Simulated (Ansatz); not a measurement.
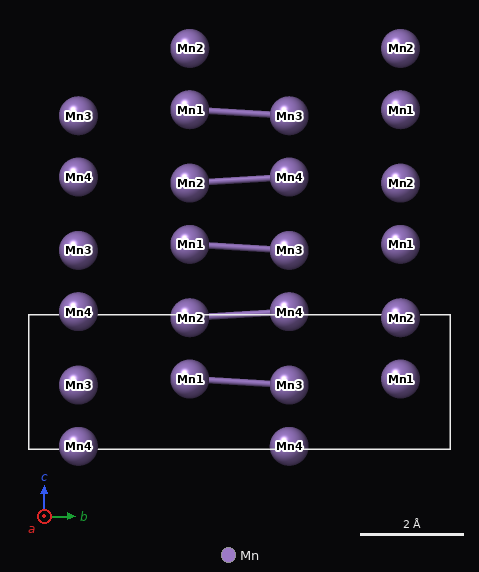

Solid Mn (built on the alpha-gallium_64 type) (coarse preliminary run), before the relaxation. The picture is a ball-and-stick view of the conventional cell (2 times the calculation's cell), repeated 1 × 1 × 3 with one cell outlined, seen along the a axis. Lengths and directions refer to the drawn axes.

Case: alpha-gallium type (Cmce, No. 64).

The calculation used DFT PBE, scalar-relativistic, plane waves, PAW in Ansatz 0.2.0.

The input:
```yaml
crystal:
  lattice:
    - [2.09617159, -4.123728804, 0.0]
    - [2.09617159, 4.123728804, 0.0]
    - [0.0, 0.0, 2.6346552989]
  atoms:
    - { symbol: Mn, position: [0.6179186741, 0.3820813259, 0.5224670868] }
    - { symbol: Mn, position: [0.1179186741, 0.8820813259, 0.9775329132] }
    - { symbol: Mn, position: [0.3820813259, 0.6179186741, 0.4775329132] }
    - { symbol: Mn, position: [0.8820813259, 0.1179186741, 0.0224670868] }
basis:
  ecutwfc: 420
kpoints:
  mp_grid: { grid: [6, 6, 6] }
hamiltonian:
  xc: pbe
scf:
  occupations: { method: gaussian, width: 0.1 }
  lower_state_search: "off"
output:
  forces: true
  stress: true
  eigenvalues: true
relax:
  adjacent_minimum: "off"
  f_tol: 0.04
  max_steps: 70
  cell: { stress_tol: 0.4 }
```

Q: Predict the outcome.

A: The largest moves relative to the cell, 0.057 Å, are those of Mn1, Mn2, Mn3 and Mn4. Mn4 goes roughly along −c. The volume changes by −0.3 %, with a 4.192 → 4.248 Å (+1.3 %), b 8.247 → 8.243 Å (−0.1 %), c 2.635 → 2.594 Å (−1.6 %). Near-neighbour distances that change, for instance: Mn1–Mn2 2.415 → 2.486 Å, Mn1–Mn2 (another image) 2.541 → 2.491 Å, Mn1–Mn1 2.635 → 2.594 Å, Mn1–Mn3 1.949 → 1.929 Å. The space group (tolerance 0.01 Å) goes from Cmce (No. 64) to Fmmm (No. 69). The energy falls by 4.4 meV per atom in 4 accepted moves (5 points after the start). The largest force component goes from 0.1 to 0.0017 eV/Å. Pressure: −0.86 GPa at the start and −0.03 GPa at the end. The SCF was repeated once at an unchanged geometry on a basis and grid sized afresh for the cell, which shifted the energy by less than 0.05 meV per atom at most. The run took roughly 30 core-seconds on a shared host.

Final geometry:

```xyz
4
Lattice="2.1239 -4.1215 0.0000 2.1239 4.1215 0.0000 0.0000 0.0000 2.5937" Properties=species:S:1:pos:R:3 pbc="T T T"
Mn    2.1239   -0.9646    1.2989
Mn    2.1239    3.1569    2.5916
Mn    2.1239    0.9646    1.2948
Mn    2.1239   -3.1569    0.0021
```

The end point in the same view:

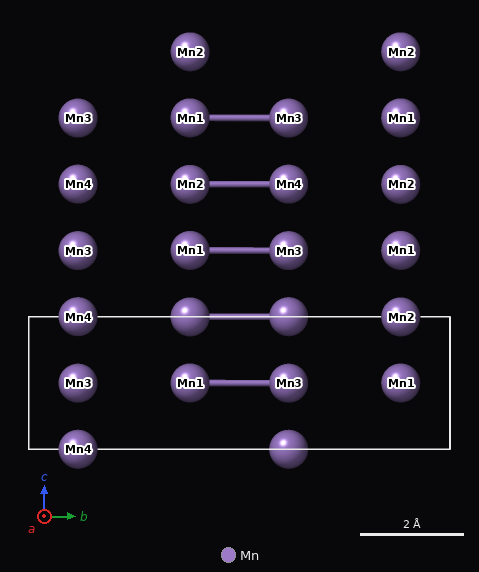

Limits of the set-up: the k-point mesh is coarse for a cell with partly filled bands.
